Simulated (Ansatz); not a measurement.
Run report: Ta, geometry relaxation (part 2 of 2)

The same run, continued: Ta (2 atoms in the cell); DFT PBE, scalar-relativistic, plane waves, PAW, no spin polarisation (Ansatz 0.2.0); cutoff 420 eV, 10×10×10 k-mesh, Gaussian smearing of 0.1 eV. The structure derives from a Materials Project entry. It belongs to a series of runs on one base structure; here: 2 of 2 H taken out, relaxed.

Geometry of the input (Å; fractional positions):
```
3.3180  0.0000  0.0000
0.0000  3.3180  0.0000
0.0000  0.0000  3.3216
Ta 0.5000  0.0000  0.7500
Ta 0.0000  0.5000  0.2500
```

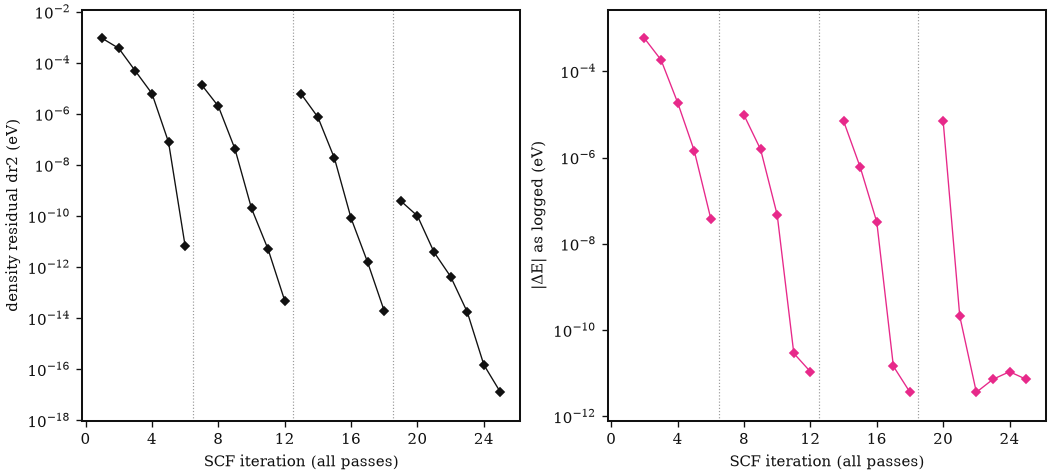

*Convergence of the self-consistent field: density residual dr2 and size of the energy change against the SCF iteration. The dotted lines part the SCF passes of the relaxation: geometry steps, rejected trials and re-solves on a re-selected basis.*

The passes take 6, 6, 6 and 7 iterations.

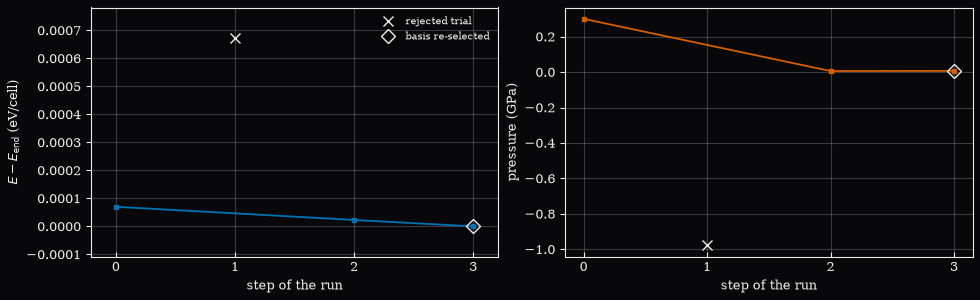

*Progress of the relaxation, step by step (the first geometry is step 0 here and step 1 in the log).*

Over 2 geometry steps the energy falls by next to nothing (0.0 meV per cell of the calculation). All forces vanish by symmetry, so only the cell relaxes. Pressure: 0.30 GPa at the start and 0.01 GPa at the end. The line search rejected the trial step at point 1 (counted from 0) and went back. No atom moves by more than 0.005 Å relative to the cell. The volume changes by +0.1 %, with a = b 3.318 → 3.321 Å (+0.1 %), c 3.322 → 3.320 Å (0.0 %). The space group stays Im-3m (No. 229). A last SCF at the same geometry on a re-selected plane-wave basis shifts the energy by next to nothing (0.0 meV per cell of the calculation).

```
basis re-selected at this cell: Δ(F+E_penalty+E_count) = -2.290e-5 eV, ΔP = +0.001 GPa vs the last step (what re-selecting the basis moved, of the pressure what is left beyond the Pulay correction that the steps carried, after the strain that the cell walked since its last selection, with what the two solves' SCF thresholds leave and, on support functions, any second-order correction that the steps lacked; it is no measure of the basis error at this ecutwfc). This SCF's stress stands 2.71e-2 GPa from its target on what of the cell is left free (relax.cell.stress_tol is 1.20e-1 GPa) and its largest allowed force component is 2.62e-29 eV/Å (relax.f_tol is 2.50e-2 eV/Å): within both
SCF converged after 7 iterations
Free energy (F): -19864.510663 eV
Harris-Foulkes:  -19864.510663 eV  (|F-HF|=3.64e-12)
Internal energy: -19864.498589 eV  (E = F + TS)
E sigma→0 (E₀):  -19864.504626 eV
Entropy (-TS):   -0.012073 eV (-6.037 meV/atom)
Fermi energy:    18.285133 eV
--- Per-component energies (eV) ---
  E_band       = -216.204215
  E_kinetic    = 731.061188
  E_local      = -1113.440959  (includes V_loc(G=0)·N_el)
  E_nonlocal   = 29.332405
  E_hartree    = 385.199631
  E_xc         = -436.654359
  E_vxc        = -407.740109  (∫ρ·V_xc dr)
  E_paw        = -16793.149353  (= ΣΔE_a)
  E_vpaw       = -225.816271  (= ΣTr[D̂ρ^β])
  E_aug_tail   = 0.000269  (compensation charges beyond the density's cutoff)
  E_ewald      = -2666.847411
  E_smearing   = -0.012073  (= −TS)
  E_closure    = 0.000000  (closes the sum)
  Σ components = -19864.510663   (vs F -19864.510663, Δ=0.00e0)
--- Forces (eV/Å), atoms counted from 1 ---
  atom   1  Ta     0.00000000     0.00000000    -0.00000000
  atom   2  Ta     0.00000000     0.00000000    -0.00000000
  max |Σ_I F_I| component: 9.03e-29 eV/Å
--- Stress (GPa, compression-positive) ---
       -0.003550      -0.000000       0.000000
       -0.000000      -0.003550      -0.000000
        0.000000      -0.000000       0.027093
  P = ⅓ Tr σ = 0.0067 GPa (0.067 kbar)
--- Band table (eV; the first three rows and the last of 126) ---
  k-point 0: bands = ["-48.8353", "-48.6473", "-15.5833", "-15.5833", "-15.5828", "-14.8045", "-14.8045", "-14.8045", "10.4574", "14.5840", "14.5846", "19.0206", "19.0231", "19.0231", "22.2380", "22.2414", "24.9931"]
  k-point 1: bands = ["-48.8301", "-48.6513", "-15.5834", "-15.5637", "-15.5637", "-14.8450", "-14.8229", "-14.8229", "10.6756", "14.7019", "14.7483", "18.9914", "18.9914", "19.1247", "21.8744", "22.3630", "23.8650"]
  k-point 2: bands = ["-48.8151", "-48.6629", "-15.5798", "-15.5069", "-15.5069", "-14.9556", "-14.8764", "-14.8764", "11.3044", "15.0535", "15.1563", "18.9366", "18.9366", "19.4336", "20.9460", "22.4040", "22.4040"]
  k-point 125: bands = ["-48.7203", "-48.7203", "-15.3666", "-15.3666", "-15.3665", "-15.3665", "-15.3665", "-15.3665", "17.0711", "17.0711", "17.0711", "17.0711", "17.0723", "17.0723", "23.2899", "23.2899", "23.2917"]
--- Relaxed structure (3 steps of the walk, 2 accepted, 1 SCFs on fresh bases) ---
  F+E_penalty+E_count = -19864.51066268 eV   max|allowed force component| = 2.623e-29 eV/Å   (the final SCF, on the basis selected at the relaxed cell)
  cell:  # Å, volume = 36.6227 Å³
    - [3.321076873505135, 1.2032692352305512e-35, 0.0]
    - [3.6098077056916535e-35, 3.321076873505135, 0.0]
    - [0.0, 0.0, 3.320419075387544]
  atoms:
    - { symbol: Ta, position: [0.49999999999999994, 0.0, 0.75] }
    - { symbol: Ta, position: [0.0, 0.49999999999999994, 0.25] }
```

Trajectory as extended XYZ (Å, eV, eV/Å), 4 frames, from step=1 to step=4:
```
2
Lattice="3.3180 0.0000 0.0000 0.0000 3.3180 0.0000 0.0000 0.0000 3.3216" Properties=species:S:1:pos:R:3:forces:R:3 step=1 energy=-19864.51059 pressure_GPa=0.30
Ta    1.6590    0.0000    2.4912    0.0000   0.0000   0.0000
Ta    0.0000    1.6590    0.8304    0.0000   0.0000   0.0000
2
Lattice="3.3282 0.0000 0.0000 0.0000 3.3282 0.0000 0.0000 0.0000 3.3228" Properties=species:S:1:pos:R:3:forces:R:3 step=2 energy=-19864.50999 pressure_GPa=-0.98 accepted=F
Ta    1.6641    0.0000    2.4921    0.0000   0.0000   0.0000
Ta    0.0000    1.6641    0.8307    0.0000   0.0000   0.0000
2
Lattice="3.3211 0.0000 0.0000 0.0000 3.3211 0.0000 0.0000 0.0000 3.3204" Properties=species:S:1:pos:R:3:forces:R:3 step=3 energy=-19864.51064 pressure_GPa=0.01
Ta    1.6605    0.0000    2.4903    0.0000   0.0000   0.0000
Ta    0.0000    1.6605    0.8301    0.0000   0.0000   0.0000
2
Lattice="3.3211 0.0000 0.0000 0.0000 3.3211 0.0000 0.0000 0.0000 3.3204" Properties=species:S:1:pos:R:3:forces:R:3 step=4 energy=-19864.51066 pressure_GPa=0.01
Ta    1.6605    0.0000    2.4903    0.0000   0.0000   0.0000
Ta    0.0000    1.6605    0.8301    0.0000   0.0000   0.0000
```

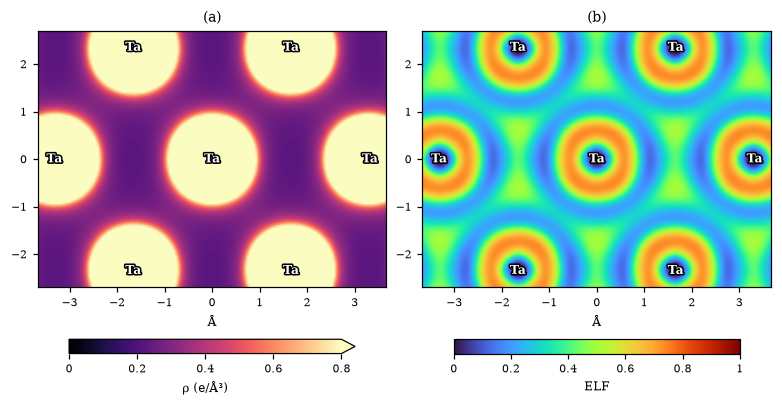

*(a) valence electron density; (b) electron localisation function on the (11̄0) plane of the conventional cell.*

The section cuts through Ta sites. Ta–Ta (2.88 Å): the density is about 0.3 e/Å³ at the midpoint; the ELF is about 0.30 at the midpoint; no localised pair between them. Away from the nuclei the density in this plane falls to 0.22 e/Å³ at its lowest. The strong features right at Ta lie inside the PAW spheres (semicore, d or f shells) and say nothing about bonding. Core electrons are frozen (PAW), so the fields are smoothed inside the atomic spheres.

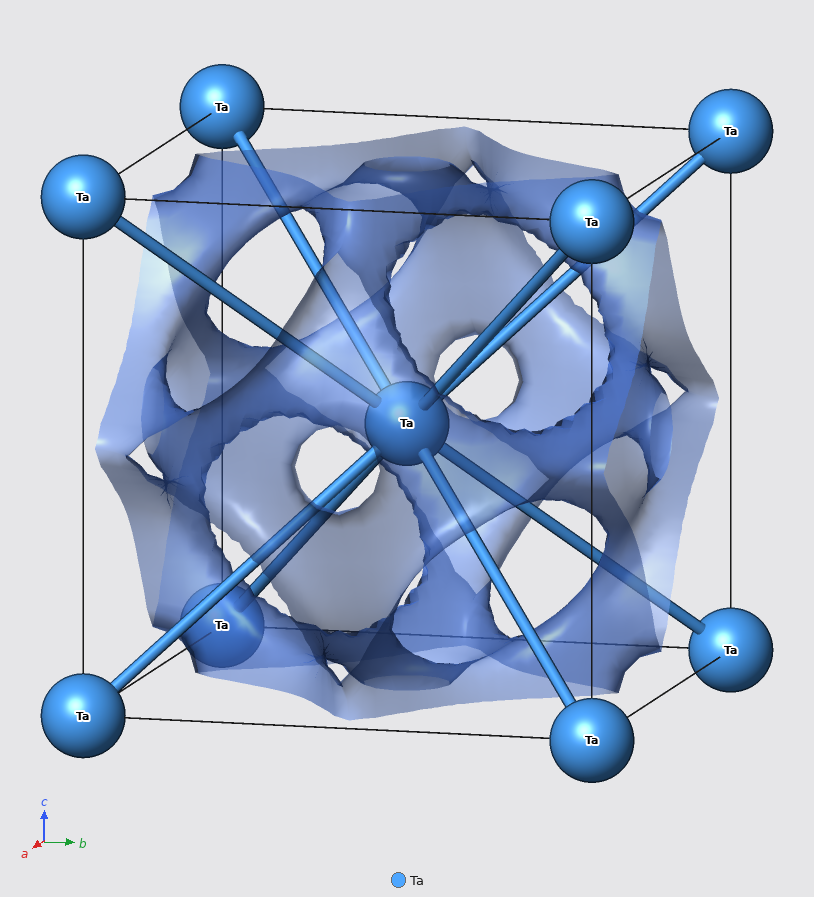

*Isosurface of the electron localisation function at 0.45 (blue), seen slightly off an axis. Core shells and regions of very low density are left out. Sticks mark near contacts. The outline is the cell set on symmetry axes.*

Along the contacts the grid gives the following. Ta–Ta (2.88 Å): the ELF is about 0.30 at the midpoint (no localised pair between them).
